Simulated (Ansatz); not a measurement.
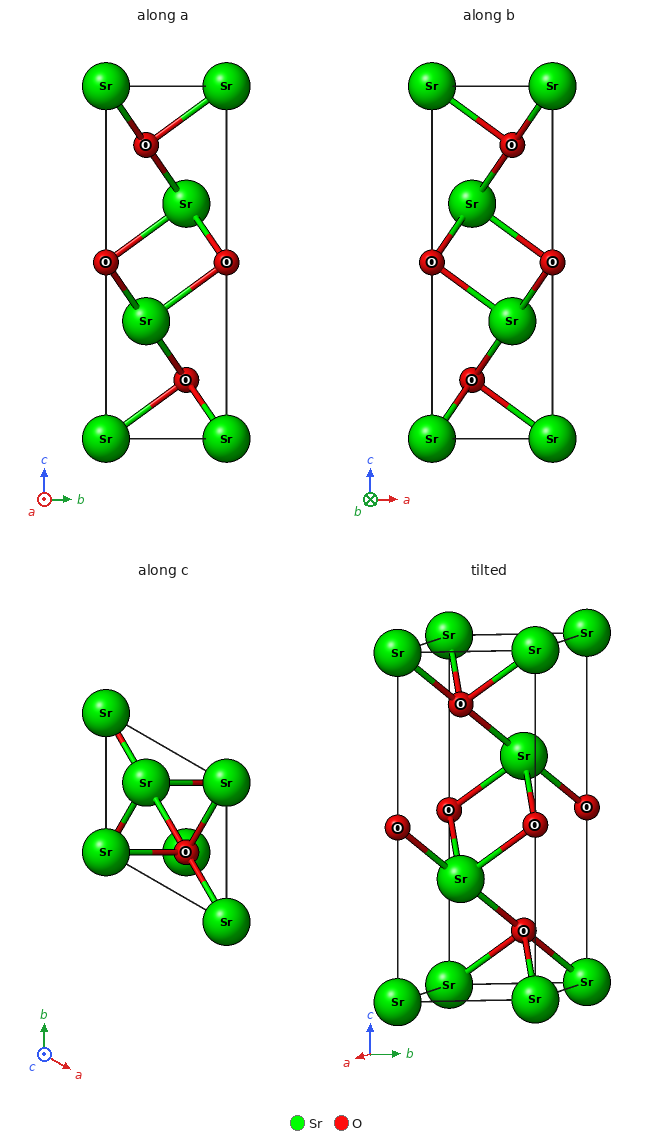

Ball-and-stick model, viewed along the a axis, along the b axis, along the c axis and slightly off an axis. The frame is the conventional unit cell; atoms at its boundary are shown with their periodic copies.

Lattice parameters: a = 3.5755 Å, b = 3.5755 Å, c = 9.0561 Å, α = 90.000°, β = 90.000°, γ = 120.000°.

> Convert the drawing into a CIF in P1 with every atom of the cell.

```cif
data_structure
_symmetry_space_group_name_H-M 'P 1'
_symmetry_Int_Tables_number 1
_cell_length_a 3.5755
_cell_length_b 3.5755
_cell_length_c 9.0561
_cell_angle_alpha 90.000
_cell_angle_beta 90.000
_cell_angle_gamma 120.000
_cell_volume 100.27
loop_
_atom_site_label
_atom_site_type_symbol
_atom_site_fract_x
_atom_site_fract_y
_atom_site_fract_z
_atom_site_occupancy
Sr1 Sr 0.0000 0.0000 0.0000 1
O1 O 0.6667 0.3333 0.8333 1
Sr2 Sr 0.6667 0.3333 0.3333 1
O2 O 0.3333 0.6667 0.1667 1
Sr3 Sr 0.3333 0.6667 0.6667 1
O3 O 0.0000 0.0000 0.5000 1
```

The structure comes from a structure type filled with these elements by a generator (whether the compound takes this form wasn't checked). The cell was then strained or its atoms displaced on purpose. It was the input of a calculation with Ansatz.
